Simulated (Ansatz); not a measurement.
Start from this file.

```cif
data_structure
_symmetry_space_group_name_H-M 'P 1'
_symmetry_Int_Tables_number 1
_cell_length_a 4.2816
_cell_length_b 4.2816
_cell_length_c 4.2816
_cell_angle_alpha 90.000
_cell_angle_beta 90.000
_cell_angle_gamma 90.000
_cell_volume 78.49
loop_
_atom_site_label
_atom_site_type_symbol
_atom_site_fract_x
_atom_site_fract_y
_atom_site_fract_z
_atom_site_occupancy
Cu1 Cu 0.25000 0.25000 0.75000 1
Cu2 Cu 0.75000 0.25000 0.25000 1
Cu3 Cu 0.25000 0.75000 0.25000 1
Cu4 Cu 0.75000 0.75000 0.75000 1
O1 O 0.50000 0.50000 0.50000 1
O2 O 0.00000 0.00000 0.00000 1
```

Question: Before looking at a picture, describe the arrangement of atoms.

Answer: The stoichiometry is Cu$_{2}$O. Space group: Pn-3m (No. 224). Lattice: primitive cubic. Prototype: cuprite (Cu₂O) type. It has 6 atoms to the cell (4 Cu, 2 O). The neighbours of Cu are two O in a linear arrangement at 1.85 Å. Each O has four Cu in a tetrahedral arrangement at 1.85 Å. The bonds build a three-dimensional framework.

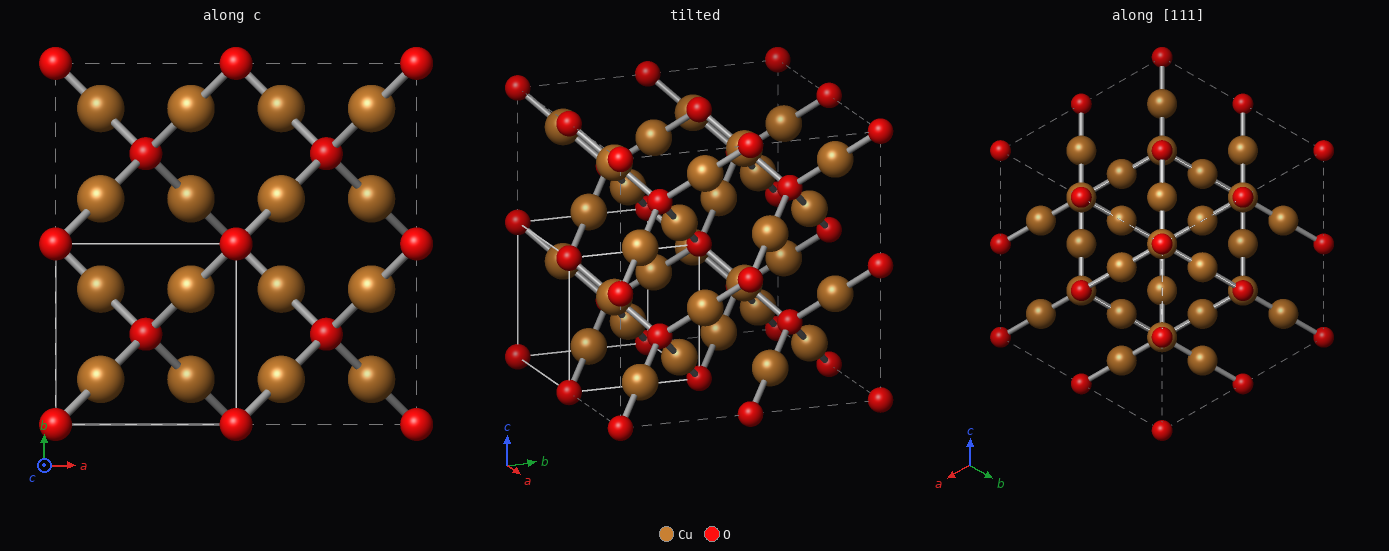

The crystal in a ball-and-stick representation, seen along the c axis, slightly off an axis and along [111]. The solid box is one conventional unit cell, and 2×2×2 cells are shown. Colours: copper orange, oxygen red.

It goes back to a structure listed in the Materials Project. What is shown is the relaxed result from DFT HSE06, scalar-relativistic, plane waves, PAW (Ansatz 0.2.0).
